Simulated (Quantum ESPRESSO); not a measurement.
## LiF (Griceite): from Born charge to LO-TO splitting

How high does the longitudinal optical mode of LiF (Griceite) lie, given the transverse one, the Born charge and ε∞?

Program: Quantum ESPRESSO 7.5. Level of theory: DFT PBE, scalar-relativistic, plane waves, GBRV ultrasoft pseudopotentials. Results are calculated unless marked as measured.

## Step 1: Set-up

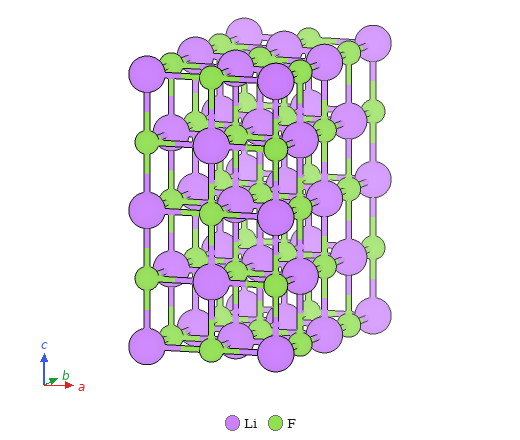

Start, viewed slightly off an axis; lithium purple, fluorine green. 1×2×2 cells are drawn. This picture shows the conventional cell, with its axes. Some periodic images of atoms are drawn too.

This is the cell after its relaxation at this level of theory, not the database cell from which that began.

## Step 2: What the response run gave

A linear-response run on the relaxed cell, with the response to an electric field; only its zone-centre results are used. Cutoff 55 Ry, k mesh 12×12×12.

The log of the run:

```text
[banners, grids, parts of the stress and lines that vanish by symmetry left out]
Program PHONON v.7.5
     Reading xml data from directory:

[...]
Exchange-correlation= PBE
                           (   1   4   3   4   0   0   0)
[...]
kinetic-energy cut-off    =      55.0000  Ry
     charge density cut-off    =     440.0000  Ry
     convergence threshold     =      1.0E-18
[...]
Exchange-correlation= PBE
                           (   1   4   3   4   0   0   0)
[...]
q = (   0.0000000   0.0000000   0.0000000 )
     49 Sym.Ops. (with q -> -q+G )
     G cutoff =  329.0080  (  17573 G-vectors)     FFT grid: ( 40, 40, 40)
     G cutoff =  164.5040  (   6231 G-vectors)  smooth grid: ( 25, 25, 25)
     number of k points=    72
[...]
Mode symmetry, O_h (m-3m)  point group:
[...]
Dielectric constant
[...]
End of electric fields calculation
          Dielectric constant in cartesian axis
          (       2.041608668      -0.000000000      -0.000000000 )
          (      -0.000000000       2.041608668      -0.000000000 )
          (      -0.000000000      -0.000000000       2.041608668 )
          Effective charges (d Force / dE) in cartesian axis without acoustic sum rule applied (asr)
           atom    1  Li    Mean Z*:        1.05241
      Ex  (        1.05241        0.00000       -0.00000 )
      Ey  (        0.00000        1.05241        0.00000 )
      Ez  (        0.00000        0.00000        1.05241 )
           atom    2  F     Mean Z*:       -1.05134
      Ex  (       -1.05134        0.00000       -0.00000 )
      Ey  (        0.00000       -1.05134       -0.00000 )
      Ez  (        0.00000        0.00000       -1.05134 )
          Effective charges Sum: Mean:        0.00107
[...]
Effective charges (d Force / dE) in cartesian axis with asr applied:
           atom    1  Li    Mean Z*:        1.05188
[...]
atom    2  F     Mean Z*:       -1.05188
[...]
Representation #   1 modes #   1   2   3
[...]
End of self-consistent calculation
     Convergence has been achieved
     Representation #   2 modes #   4   5   6
[...]
End of self-consistent calculation
     Convergence has been achieved
[...]
Dielectric constant in cartesian axis
          (       2.041608668      -0.000000000      -0.000000000 )
          (      -0.000000000       2.041608668      -0.000000000 )
          (      -0.000000000      -0.000000000       2.041608668 )
          Effective charges (d Force / dE) in cartesian axis without acoustic sum rule applied (asr)
           atom    1  Li    Mean Z*:        1.05241
      Ex  (        1.05241        0.00000       -0.00000 )
      Ey  (        0.00000        1.05241        0.00000 )
      Ez  (        0.00000        0.00000        1.05241 )
           atom    2  F     Mean Z*:       -1.05134
      Ex  (       -1.05134        0.00000       -0.00000 )
      Ey  (        0.00000       -1.05134       -0.00000 )
      Ez  (        0.00000        0.00000       -1.05134 )
          Effective charges Sum: Mean:        0.00107
[...]
Effective charges (d Force / dE) in cartesian axis with asr applied:
           atom    1  Li    Mean Z*:        1.05188
[...]
atom    2  F     Mean Z*:       -1.05188
[...]
q = (    0.000000000   0.000000000   0.000000000 )
[...]
freq (    1) =       0.083923 [THz] =       2.799376 [cm-1]
     freq (    2) =       0.083923 [THz] =       2.799376 [cm-1]
     freq (    3) =       0.083923 [THz] =       2.799376 [cm-1]
     freq (    4) =       8.076437 [THz] =     269.400940 [cm-1]
     freq (    5) =       8.076437 [THz] =     269.400940 [cm-1]
     freq (    6) =       8.076437 [THz] =     269.400940 [cm-1]
[...]
Mode symmetry, O_h (m-3m)  point group:
     freq (   1-   3) =          2.8  [cm-1]   --> T_1u G_15  G_4- I
     freq (   4-   6) =        269.4  [cm-1]   --> T_1u G_15  G_4- I

   JOB DONE.
```

| quantity | value |
| --- | --- |
| cell volume Ω (Å³) | 16.806 |
| mass of Li (u) | 6.940 |
| mass of F (u) | 18.998 |
| Born charge of Li, raw (e) | 1.052 |
| Born charge of F, raw (e) | -1.051 |
| ε∞ | 2.042 |
| ω(TO) after the sum rule (cm⁻¹) | 269.4 |

## Step 3: The calculation

The charges must sum to zero over the cell; taking off their mean, 0.001 e, leaves Z* = 1.052 e on Li. In the polar mode Li moves against F, so the reduced mass is μ = 6.94 × 19.00 / 25.94 = 5.083 u.

A longitudinal wave builds up a field that adds to the restoring force: ω(LO)² = ω(TO)² + 4π Z*² / (μ Ω ε∞), in Hartree atomic units. With μ = 9266 electron masses and Ω = 113.41 bohr³ the second term is 6.4803e-06 Ha², or 312153 cm⁻² (1 Ha = 219474.6 cm⁻¹).

So ω(LO) = √(72560 + 312153) = 620.3 cm⁻¹, and by the Lyddane-Sachs-Teller relation ε₀ = ε∞ (ω(LO)/ω(TO))² = 10.82.

## Step 4: Check against the program

The analysis program adds the same non-analytic term to the full matrix, here for q along (1 0 0).

The log of the run:

```text
[banner, memory and clock lines left out]
Program DYNMAT v.7.5

     Reading Dynamical Matrix from file g.dyn
     ...Force constants read
     ...epsilon and Z* read

     Polarizability (A^3 units)
     multiply by 0.742279 for Clausius-Mossotti correction
         1.393007   -0.000000   -0.000000
        -0.000000    1.393007   -0.000000
        -0.000000   -0.000000    1.393007

     IR activities are in (D/A)^2/amu units

# mode   [cm-1]    [THz]      IR
    1     -0.00   -0.0000    0.0000
    2     -0.00   -0.0000    0.0000
    3      0.00    0.0000    0.0000
    4    269.37    8.0756    5.0219
    5    269.37    8.0756    5.0219
    6    620.27   18.5951    5.0219
```

ε₀ comes from the program's run without a direction of q.

| quantity | by hand | program |
| --- | --- | --- |
| ω(LO) (cm⁻¹) | 620.3 | 620.3 |
| ε₀ | 10.82 | 10.82 |

## Step 5: What came out

| Quantity | Value |
| --- | --- |
| TO mode | 269.4 cm⁻¹ |
| LO mode | 620.3 cm⁻¹ |
| static dielectric constant | 10.82 |

What this shows: The LO mode of LiF (Griceite) lies at 620 cm⁻¹, 351 cm⁻¹ above the TO mode; the formula meets the program within 0.1 cm⁻¹, as it must for a cubic crystal with one polar mode. ω(LO)² − ω(TO)² goes with Z*²/ε∞: an error of 5 % in ε∞ would move the LO mode by 12.1 cm⁻¹, and semilocal functionals tend to overestimate ε∞. These are harmonic values at zero temperature, at the volume of this functional, for the structure held cubic; stability elsewhere in the zone is no part of this calculation.

[Host names and launcher messages were left out of these logs when they were recorded.]

[Logs are printed without paths, hosts, clocks, repeated set-up lines and the standing remarks that a program may print on its own settings, such as how far it seeks lower states.]

[Hosts, paths, dates, database ids (printed as entryN), source tags and the programs' standing remarks are cut or masked in the printed files.]
